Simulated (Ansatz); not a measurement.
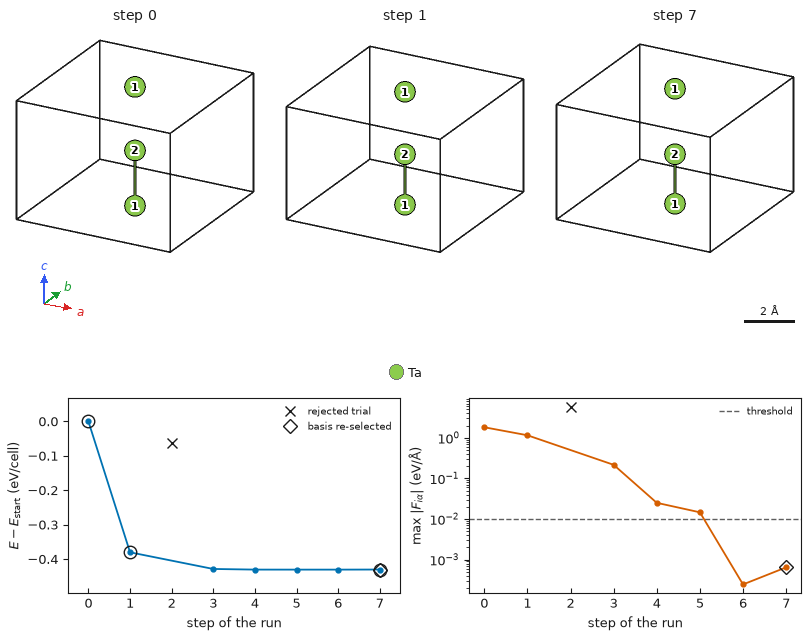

Frames of a relaxation of a wire of composition Ta, marked on the history of the run. Style: ball-and-stick. Shown: the cell of the calculation, with the vacuum cut short, from a free direction.

Case: dimerised chain of atoms.

These are results of DFT PBE, scalar-relativistic, plane waves, PAW (Ansatz 0.2.0), not measurements. Set-up: plane-wave cutoff 420 eV; k-point mesh 1 × 1 × 13; occupations gaussian; smearing width 0.05 eV; collinear spin; cell relaxed at fixed a, b, alpha, beta, gamma; force threshold 0.01 eV/Å; at most 45 steps.

Describe the path.

The largest moves relative to the layer's centre, 0.087 Å, are those of Ta1 and Ta2. Along the periodic axis the drawn cell goes c 5.173 → 5.007 Å (−3.2 %). Among the contacts that change: Ta1–Ta2 2.406 → 2.155 Å, Ta1–Ta2 (another image) 2.768 → 2.852 Å. After 5 accepted moves (7 points after the start) the energy has fallen by 0.430 eV per cell of the calculation. The largest force component goes from 1.8 to 0.00065 eV/Å. The line search rejected the trial step at point 2 of the run. The SCF was repeated once at an unchanged geometry on a basis and grid sized afresh for the cell, which shifted the energy by 0.3 meV per cell of the calculation at most. The run took 39 s on 2 threads of AMD EPYC 7R43 64-Core Processor (Zen 3) (shared host), peak memory 0.68 GiB. From step 0 to 1: Ta atoms move most (0.04 Å), energy −0.380 eV per cell of the calculation. From step 1 to 7: Ta atoms move most (0.04 Å), energy −50.0 meV per cell of the calculation.

| step | E − E(0), meV/atom | largest force component, eV/Å | note |
| --- | --- | --- | --- |
| 0 | 0.00 | 1.8238 |  |
| 1 | -190.03 | 1.1578 |  |
| 2 | -31.61 | 5.8671 | rejected |
| 3 | -214.22 | 0.2166 |  |
| 4 | -215.14 | 0.0251 |  |
| 5 | -215.17 | 0.0146 |  |
| 6 | -215.18 | 0.0002 |  |
| 7 | -215.04 | 0.0006 | same geometry, new basis |

Limits of the set-up: the k-point mesh is coarse for a cell with partly filled bands.
